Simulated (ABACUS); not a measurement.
# InP: what the fields show

Input

```
INPUT_PARAMETERS
suffix              InP
calculation         scf
basis_type          lcao
pseudo_dir          ./
orbital_dir         ./
symmetry            1
dft_functional      pbe0
ecutwfc             100
pseudo_rcut         7
nspin               1
nbands              13
ks_solver           genelpa
smearing_method     fd
smearing_sigma      0.00367493
scf_thr             1e-07
scf_nmax            100
mixing_type         broyden
mixing_beta         0.7
exx_hybrid_alpha    0.25
exx_separate_loop   1
scf_ene_thr         1e-05
exx_pca_threshold   0.001
exx_ccp_rmesh_times 2.5
out_mul             1
out_chg             1
out_pot             2
out_elf             1
```

Launched as:

```sh
OMP_NUM_THREADS=8 abacus > log
```

Below, planes, directions and counts refer to the conventional cell (a = 5.86 Å, b = 5.86 Å, c = 5.86 Å, α = 90.00°, β = 90.00°, γ = 90.00°).

Space group F-43m.

Method: Kohn-Sham DFT of a periodic cell, PBE0-type, SG15 ONCV 1.2 PBE in ABACUS.

The density is the valence pseudo-density of a pseudopotential calculation; it isn't the true density close to the nuclei.

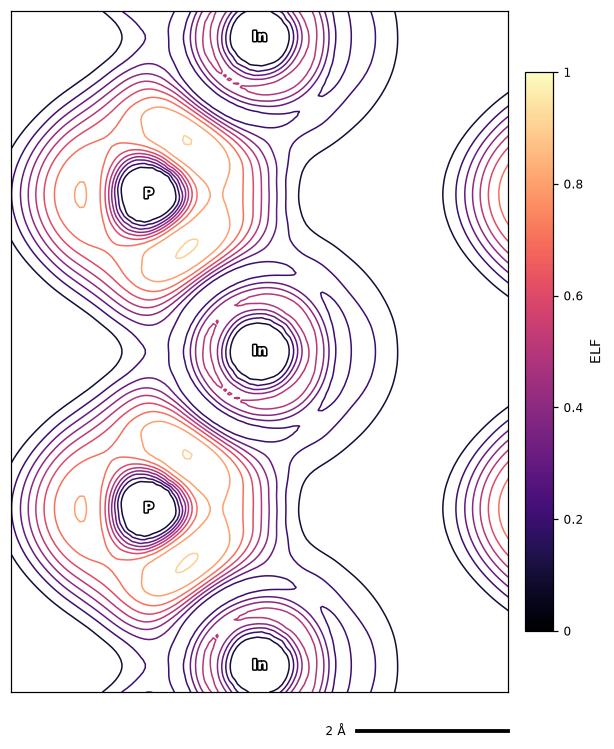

Figure 1. ELF on the (110) plane of the conventional cell.

What does the map show?

The plane passes through In and P nuclei. In–P (2.54 Å): the ELF peaks at about 0.90 in the valence shell of P, 0.9 Å from its nucleus, and is about 0.55 at the midpoint.

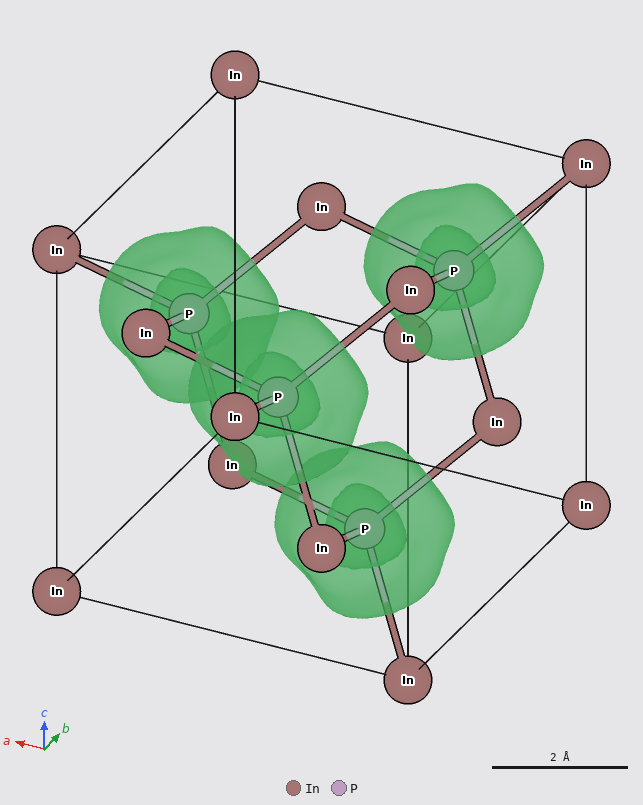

Figure 2. Isosurface of the electron localisation function at 0.65 (green), seen at an oblique angle. Only the valence region is drawn (cores and ρ < 0.01 e/Å³ removed). Sticks mark near contacts.

Identify the bonds, lone pairs and shells in this picture.

At this value the surface marks out four regions wrapped around P (the valence shell of each), counted in one cell of 8 atoms. Regions shared between cells count once.

Does the calculation give a band gap?

It is gapped, with a Kohn–Sham gap of 2.3 eV on the k-point mesh, an upper bound to the gap of this method.
